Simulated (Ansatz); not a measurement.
# Mending a single-point calculation on Al

System: Al (P6₃/mmc, 2 atoms in the cell, total charge +0.5).
Method of run A: DFT, PBEsol, plane waves, PAW, no spin polarisation (Ansatz 0.2.0).

The structure derives from a Materials Project entry. Some settings of this run were made unusual or wrong on purpose. Text and figures count atoms from 1; the logs count them from 0 in places.

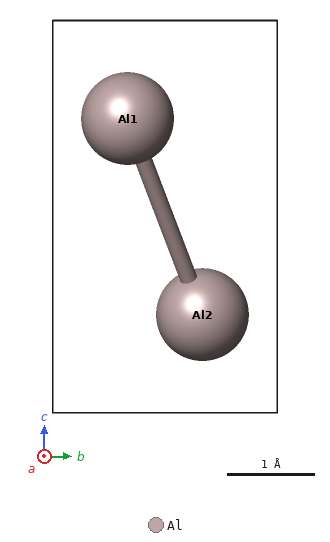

The input geometry (ball-and-stick view of the cell of the calculation, along the a axis; atoms are numbered from 1 in the order of the input). An atom can appear more than once, as a periodic image.

## The input, run A
```yaml
crystal:
  lattice:
    - [2.9925736898, 0.0, 0.0]
    - [-1.4962868449, 2.591644838, 0.0]
    - [0.0, 0.0, 4.5213833727]
  atoms:
    - { symbol: Al, position: [0.6666666667, 0.3333333333, 0.75] }
    - { symbol: Al, position: [0.3333333333, 0.6666666667, 0.25] }
basis:
  ecutwfc: 420
kpoints:
  mp_grid: { grid: [24, 24, 14] }
hamiltonian:
  xc: pbesol
scf:
  occupations: { method: gaussian, width: 0.15 }
  max_iter: 100
output:
  forces: true
  eigenvalues: true
  stress: true
total_charge: 0.5
```

Launched with:
```bash
ansatz run input.yaml --threads 2 --pin off --max-ram 5120MiB --backend cpu --events-out ev --progress --plain --runs-dir out
```

Hardware: 2 threads of AMD EPYC (Zen 3), 189 GiB of memory available, shared host.

## Output, shortened to warnings, some set-up lines, iterations and results (run A)
```
Basis set: ecut = 420 eV, 651 PW (Γ), exchange–correlation on 48×48×64 points (8 copies of the dense FFT grid, shifted against one another)
Symmetry: 24 space group operations
k-points: 488 of 8064
Initial density: superposition of atomic densities (neutral atoms scaled as one to the charged cell's electrons: chi_scale 0, normalization atom), corrected by the library's trained network
[...]
SCF iter   1: F=—  HF=-1052.504864 eV  |F-HF|=—  |Δ(HF+E_count)|=         —  Δρ=2.56e-3  dr2=3.05e-3  ethr=1.77e-3  ⟨swp⟩=5.1  Hψ=27592  notcnv=0
SCF iter   2: F=—  HF=-1052.502550 eV  |F-HF|=—  |Δ(HF+E_count)|=   2.31e-3  Δρ=1.62e-3  dr2=1.26e-3  ethr=5.54e-5  ⟨swp⟩=1.0  Hψ=7320  notcnv=0
SCF iter   3: F=—  HF=-1052.501595 eV  |F-HF|=—  |Δ(HF+E_count)|=   9.55e-4  Δρ=5.80e-5  dr2=1.48e-6  ethr=2.29e-5  ⟨swp⟩=2.0  Hψ=4566  notcnv=0
SCF iter   4: F=—  HF=-1052.501605 eV  |F-HF|=—  |Δ(HF+E_count)|=   9.80e-6  Δρ=6.94e-6  dr2=1.07e-8  ethr=2.68e-8  ⟨swp⟩=2.4  Hψ=4668  notcnv=0
SCF iter   5: F=-1052.501605 eV  HF=-1052.501605 eV  |F-HF|=3.80e-11  |Δ(HF+E_count)|=   5.32e-9  Δρ=7.18e-7  dr2=9.97e-11  ethr=1.94e-10  ⟨swp⟩=1.1  Hψ=3341  notcnv=0
SCF iter   6: F=-1052.501605 eV  HF=-1052.501605 eV  |F-HF|=2.27e-13  |Δ(HF+E_count)|=  5.00e-11  Δρ=3.04e-8  dr2=1.93e-13  ethr=1.81e-12  ⟨swp⟩=1.9  Hψ=11665  notcnv=0
SCF 1 converged in 6 iterations: F = -1052.501605 eV  dr2 = 1.93e-13
SCF converged after 6 iterations
Free energy (F): -1052.501605 eV
Harris-Foulkes:  -1052.501605 eV  (|F-HF|=2.27e-13)
Internal energy: -1052.492122 eV  (E = F + TS)
E sigma→0 (E₀):  -1052.496864 eV
Entropy (-TS):   -0.009483 eV (-4.741 meV/atom)
Fermi energy:    6.868033 eV
--- Per-component energies (eV) ---
  E_band       = 15.803201
  E_kinetic    = 38.043080
  E_local      = 15.906360  (includes V_loc(G=0)·N_el)
  E_nonlocal   = 19.262200
  E_hartree    = 0.197280
  E_xc         = -73.356093
  E_vxc        = -51.301679  (∫ρ·V_xc dr)
  E_paw        = -908.621856  (= ΣΔE_a)
  E_vpaw       = -6.501315  (= ΣTr[D̂ρ^β])
  E_aug_tail   = -0.000004  (compensation charges beyond the density's cutoff)
  E_ewald      = -143.961367
  E_core_change = 0.038278  (= ΣΔE_core)
  E_smearing   = -0.009483  (= −TS)
  E_closure    = 0.000000  (closes the sum)
  E_deformation_potential = 7.105291  (in the stress; not in F)
  Σ components = -1052.501605   (vs F -1052.501605, Δ=0.00e0)
--- Forces (eV/Å), atoms counted from 1 ---
  atom   1  Al     0.00000000     0.00000000     0.00000000
  atom   2  Al     0.00000000    -0.00000000    -0.00000000
  max |Σ_I F_I| component: 9.25e-18 eV/Å
--- Stress (GPa, compression-positive) ---
        4.017763       0.000000       0.000000
       -0.000000       4.017763       0.000000
        0.000000       0.000000       8.873870
  P = ⅓ Tr σ = 5.6365 GPa (56.365 kbar)
```

### What went wrong, and how is the input to be mended?

A setting was made wrong on purpose: a charge that the system can't hold (`total_charge`). The cell cannot bind or give up so many electrons; the background charge dominates. The run converged all the same; its numbers are those of the faulty input and shouldn't be used. The cell is charged and computed with a neutralising background, so its energy and pressure depend on the cell and aren't those of a real crystal.

A run of the same system that converges differs from this input as follows (lines with − go, lines with + come):
```diff
-  max_iter: 100
-total_charge: 0.5
```

## Output, shortened to warnings, some set-up lines, iterations and results (run B)
```
Basis set: ecut = 420 eV, 651 PW (Γ), exchange–correlation on 48×48×64 points (8 copies of the dense FFT grid, shifted against one another)
Symmetry: 24 space group operations
k-points: 488 of 8064
Initial density: superposition of atomic densities (neutral atoms: chi_scale 0, normalization atom), corrected by the library's trained network
[...]
SCF iter   1: F=—  HF=-1048.967871 eV  |F-HF|=—  |Δ(HF+E_count)|=         —  Δρ=1.87e-3  dr2=1.52e-3  ethr=1.77e-3  ⟨swp⟩=5.1  Hψ=27590  notcnv=0
SCF iter   2: F=—  HF=-1048.967677 eV  |F-HF|=—  |Δ(HF+E_count)|=   1.94e-4  Δρ=1.16e-3  dr2=5.99e-4  ethr=2.53e-5  ⟨swp⟩=1.1  Hψ=7351  notcnv=0
SCF iter   3: F=—  HF=-1048.967490 eV  |F-HF|=—  |Δ(HF+E_count)|=   1.87e-4  Δρ=4.87e-5  dr2=5.22e-7  ethr=9.98e-6  ⟨swp⟩=2.0  Hψ=4584  notcnv=0
SCF iter   4: F=—  HF=-1048.967494 eV  |F-HF|=—  |Δ(HF+E_count)|=   4.51e-6  Δρ=7.17e-6  dr2=1.88e-8  ethr=8.70e-9  ⟨swp⟩=2.1  Hψ=4818  notcnv=0
SCF iter   5: F=-1048.967494 eV  HF=-1048.967494 eV  |F-HF|=2.86e-11  |Δ(HF+E_count)|=   1.01e-8  Δρ=1.33e-6  dr2=4.42e-10  ethr=3.13e-10  ⟨swp⟩=2.0  Hψ=4788  notcnv=0
SCF iter   6: F=-1048.967494 eV  HF=-1048.967494 eV  |F-HF|=4.55e-13  |Δ(HF+E_count)|=  5.91e-12  Δρ=3.50e-8  dr2=4.27e-13  ethr=7.37e-12  ⟨swp⟩=1.7  Hψ=11514  notcnv=0
SCF 1 converged in 6 iterations: F = -1048.967494 eV  dr2 = 4.27e-13
SCF converged after 6 iterations
Free energy (F): -1048.967494 eV
Harris-Foulkes:  -1048.967494 eV  (|F-HF|=4.55e-13)
Internal energy: -1048.957241 eV  (E = F + TS)
E sigma→0 (E₀):  -1048.962368 eV
Entropy (-TS):   -0.010253 eV (-5.126 meV/atom)
Fermi energy:    7.253840 eV
--- Per-component energies (eV) ---
  E_band       = 18.080646
  E_kinetic    = 43.878377
  E_local      = 17.365342  (includes V_loc(G=0)·N_el)
  E_nonlocal   = 20.743113
  E_hartree    = 0.226097
  E_xc         = -78.019278
  E_vxc        = -57.289943  (∫ρ·V_xc dr)
  E_paw        = -909.227799  (= ΣΔE_a)
  E_vpaw       = -7.068432  (= ΣTr[D̂ρ^β])
  E_aug_tail   = -0.000005  (compensation charges beyond the density's cutoff)
  E_ewald      = -143.961367
  E_core_change = 0.038278  (= ΣΔE_core)
  E_smearing   = -0.010253  (= −TS)
  E_closure    = 0.000000  (closes the sum)
  Σ components = -1048.967494   (vs F -1048.967494, Δ=0.00e0)
--- Forces (eV/Å), atoms counted from 1 ---
  atom   1  Al     0.00000000     0.00000000     0.00000000
  atom   2  Al     0.00000000    -0.00000000    -0.00000000
  max |Σ_I F_I| component: 2.08e-17 eV/Å
--- Stress (GPa, compression-positive) ---
       -5.765789      -0.000000       0.000000
        0.000000      -5.765789       0.000000
        0.000000       0.000000      -1.467453
  P = ⅓ Tr σ = -4.3330 GPa (-43.330 kbar)
```

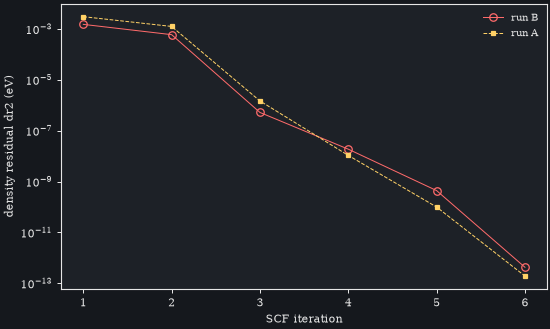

Convergence of the two runs: density residual dr2 against the SCF iteration. Run B takes 6 iterations in all, and run A takes 6.

## The two runs side by side

```csv
quantity,run A,run B
outcome,converged,converged
free energy per atom (eV),−526.2508,−524.4837
"energy per atom, smearing taken to zero (eV)",−526.2484,−524.4812
gap on the mesh (eV),0.00,0.00
pressure (GPa),5.64,−4.33
largest force (eV/Å),0.000,0.000
SCF iterations,6,6
irreducible k-points,488,488
plane waves at Γ,651,651
wall time (shared host),6.9 s,6.7 s
```

The total energies belong to different systems, so their difference says nothing on which is more stable or more accurate. The pressure goes from 5.64 to −4.33 GPa. A charged cell is computed with a uniform neutralising background, so its energy and pressure depend on the cell and aren't those of a real crystal. The number of SCF iterations is the same.
